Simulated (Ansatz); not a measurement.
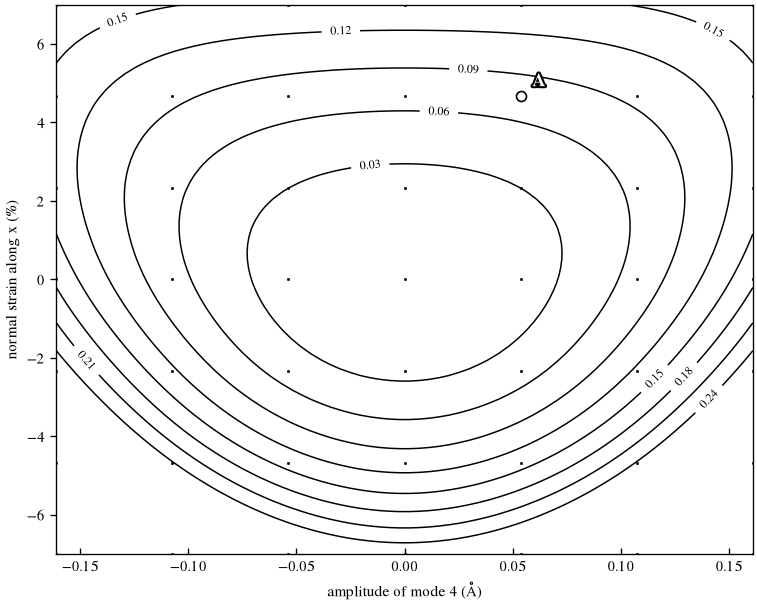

ZrS (Fm-3m, No. 225; 2 atoms in the cell). The energy is mapped over a normal mode and a strain (zone-centre modes of the 2-atom cell of this scan) (x, y and z along the cube axes). The first coordinate is: amplitude of mode 4 (269 cm⁻¹), largest displacement in the unstrained cell; the second: normal strain along x. Nothing is relaxed (the pattern is fixed in fractional coordinates). The grid has 7 × 7 points; 28 points were computed and 21 follow by symmetry. Points are written as (first, second). Energies are in eV per cell, from the lowest grid point. Theory: DFT LDA, scalar-relativistic, plane waves, PAW (Ansatz 0.2.0). Settings: cutoff 420 eV, k-mesh 16×16×16, gaussian smearing 0.15 eV, no spin polarisation.

The picture shows contour lines labelled in eV (none above 0.24), dots at the grid points, the point A. Between grid points the surface is interpolated.

### Which way does the force act at A, and how strong is it?

A, at (0.054 Å, 4.67 %), is not a stationary point. The computed force is 0.22 eV for each Å towards smaller values of the first coordinate and 0.025 eV for each 1 % towards smaller values of normal strain along x.

PAW datasets: the set soft_1.
